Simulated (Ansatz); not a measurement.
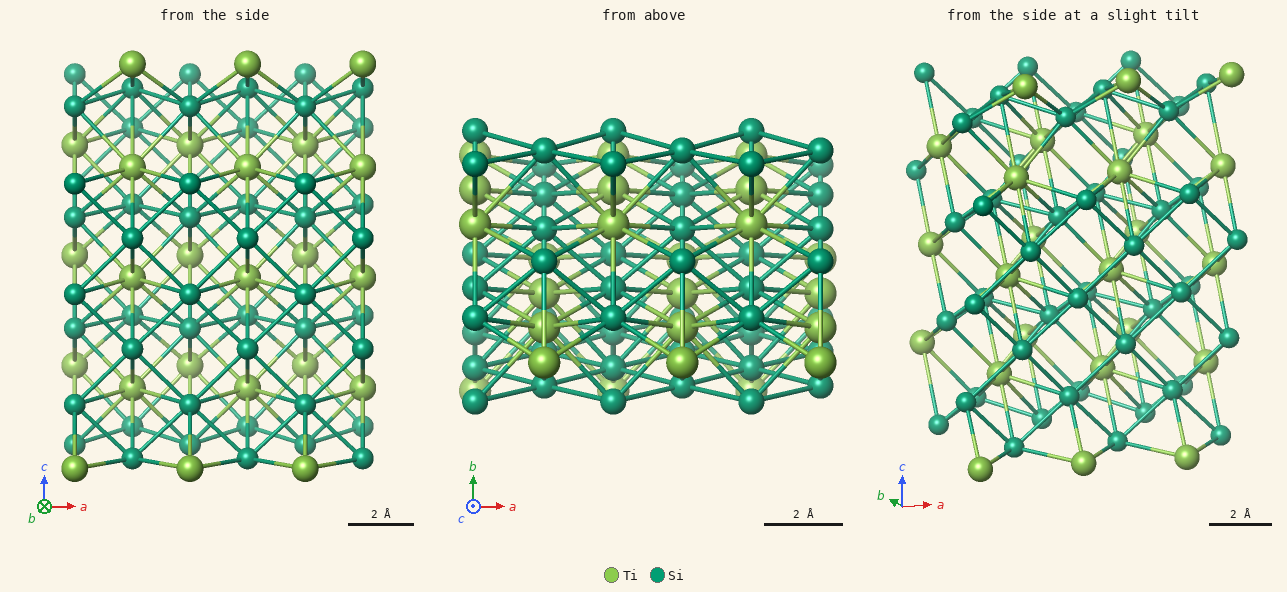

A ball-and-stick picture of a periodic slab, seen from the side, from above and from the side at a slight tilt. The surface normal points up in side views; the vacuum is left out. 3×1 cells are drawn in the plane, with atoms at the edges repeated.

The cell holds 8 Ti, 16 Si. The slab was cut from bulk TiSi2 (Cmcm).

Q: How far apart are the outermost atoms along the normal?

A: About 13 Å from the lowest to the highest atom.

Q: Which crystal face is exposed?

A: (1 1 0).

Computational set-up: DFT r2SCAN, scalar-relativistic, plane waves, PAW in Ansatz 0.2.0, wavefunction cutoff 500 eV, k-grid 10×5×1, Gaussian smearing of 0.1 eV, no spin polarisation.

Q: What is the work function on either side?

A: 3.38 eV on both faces.

The model was built from a structure listed in the Materials Project, from which a slab was cut. The atoms were relaxed in a fixed cell with DFT r2SCAN, scalar-relativistic, plane waves, PAW in Ansatz.
